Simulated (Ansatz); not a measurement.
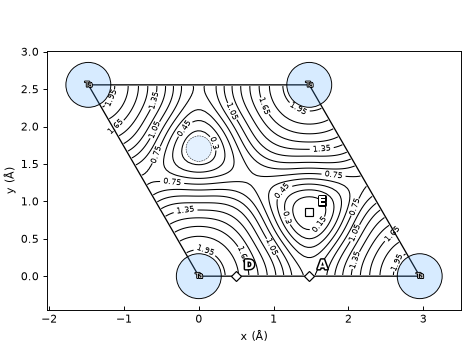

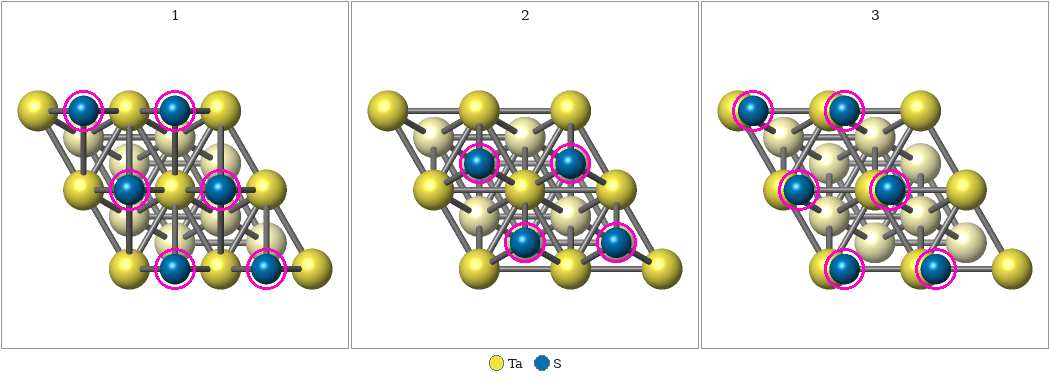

S on a Ta(111) slab cut from the Fm-3m phase, its upper half relaxed before the scan (3 atoms of substrate and one adsorbate in a 1 × 1 cell). S is moved over the surface cell; relaxed at each place: the height of the adsorbate's atoms; substrate rigid; the origin of the map has the adsorbate above Ta3. Places are given modulo a cell vector. The map is drawn in real space over the plane of the surface. The scan uses a 6 × 6 grid; 10 points were computed and 26 follow by symmetry. All energies are given in eV relative to the lowest grid point. With one adsorbate in each 1 × 1 cell, its nearest image is 3.0 Å away, so neighbouring adsorbates interact. All numbers below come from DFT PBEsol, scalar-relativistic, plane waves, PAW (Ansatz 0.2.0). Settings: cutoff 420 eV, k-mesh 9×9×1, gaussian smearing 0.1 eV, no spin polarisation.

In the figure: contour lines labelled in eV, labelled circles for the atoms of the top layer and small ones for the second layer, the outline of one cell of the plane, lettered points. Between grid points the surface is interpolated. The numbered pictures are the structures at these points, in random order. Rings mark the moved atoms.

Q: Which structure belongs to which point?

A: A is structure 1: a bridge site between two Ta atoms, (3/6, 0/6) of the cell vectors, 0.73 eV; D is structure 3: (1/6, 0/6) of the cell vectors [nearest 1 Ta at 2.25 Å], 1.84 eV; E is structure 2: a threefold hollow over a third-layer Ta atom, (4/6, 2/6) of the cell vectors, 0.00 eV.

PAW datasets: the set soft_1.
